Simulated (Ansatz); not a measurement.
System: Al$_{2}$O$_{3}$, space group Pnnm, 10 atoms in the cell.

```xyz
10
Lattice="4.6138 0.0000 0.0000 0.0000 9.5633 0.0000 0.0000 0.0000 3.1199" Properties=species:S:1:pos:R:3 pbc="T T T"
Al    4.5352    7.8856    0.0000
Al    0.0785    1.6777    0.0000
Al    2.2283    6.4593    1.5599
Al    2.3854    3.1040    1.5599
O     2.3069    4.7816    1.5599
O     0.5704    7.2016    1.5599
O     1.7365    2.4200    0.0000
O     2.8773    7.1433    0.0000
O     0.0000    0.0000    0.0000
O     4.0434    2.3617    1.5599
```

Level of theory: PBE, Ansatz PAW, no spin polarisation, no spin-orbit coupling, 5×3×7 k mesh, 420 eV cutoff; code Ansatz.

Predict the main features of the band structure. The path is Γ–X–S–Y–Γ–Z–U–R–T–Z|Y–T|U–X|S–R.

A wide-gap semiconductor or insulator. The gap along this path is 3.52 eV and direct: both edges lie at Γ. At T the top valence band lies only 0.02 eV lower. The top valence level at Γ is a single band, not degenerate (spin aside). The next level lies only 0.06 eV lower. The top valence band spans 0.7 eV and the lowest conduction band 4.2 eV. The direct gaps are 6.03 eV at Y, 6.02 eV at T and 8.26 eV at U.

LDA, GGA and most meta-GGA functionals understate gaps. The usual form of Al2O3 is corundum. In reduced coordinates of the cell that was run, X is (0, 0, 0.5), S is (0.5, 0, 0.5), Y is (0.5, 0, 0), Z is (0, 0.5, 0), U is (0, 0.5, 0.5), R is (0.5, 0.5, 0.5) and T is (0.5, 0.5, 0).

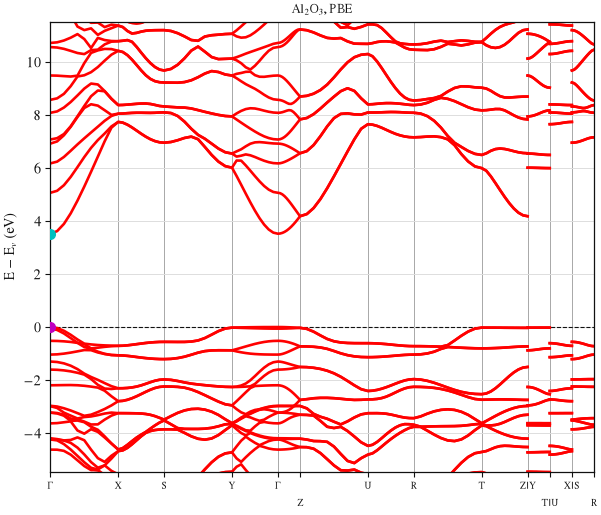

Band structure. Energies are counted from the top of the valence band.
